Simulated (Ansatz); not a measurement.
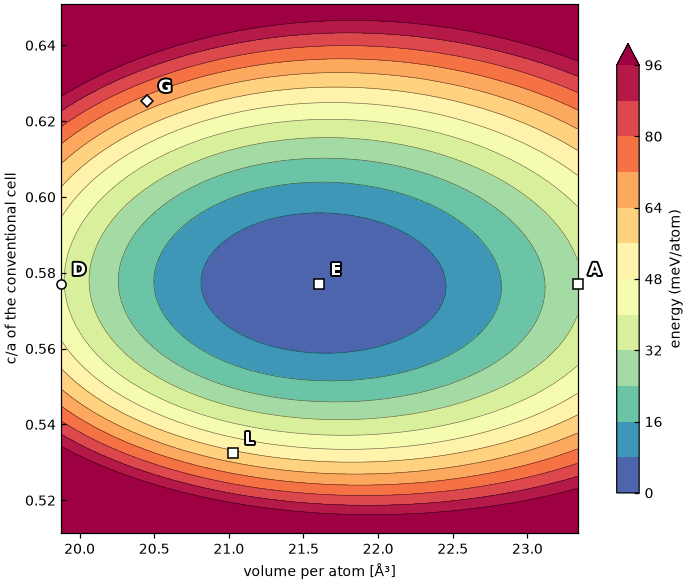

Si (I4/mmm, No. 139; 4 atoms in the cell). The energy is mapped over volume and the cell's shape. First axis: volume per atom. Second axis: c/a of the conventional cell. Nothing is relaxed (fractional coordinates fixed). The grid has 7 × 7 points. Points are written as (first, second). Energies: meV/atom, counted from the lowest grid point. The band gap closes in part of the range. The calculation used DFT PBE, scalar-relativistic, plane waves, PAW in Ansatz. Settings: cutoff 420 eV, k-mesh 12×12×12, gaussian smearing 0.05 eV, no spin polarisation.

In the figure: filled contours, one colour for all values above the top of the scale, lettered points. Between grid points the surface is interpolated.

Is E the lowest point of the computed grid?

Yes. E, at (21.61 Å³, 0.577), has the lowest energy of the grid.

What kind of point is each of E, G, L: minimum, saddle, maximum or slope?

E: minimum; G: on a slope; L: on a slope. (In these two coordinates alone; a stationary point may lie a little off the grid point.)

Rank the lettered points by energy, lowest first.

E (0 meV/atom), A (31 meV/atom), D (41 meV/atom), L (58 meV/atom), G (69 meV/atom).

PAW datasets: the set soft_1.
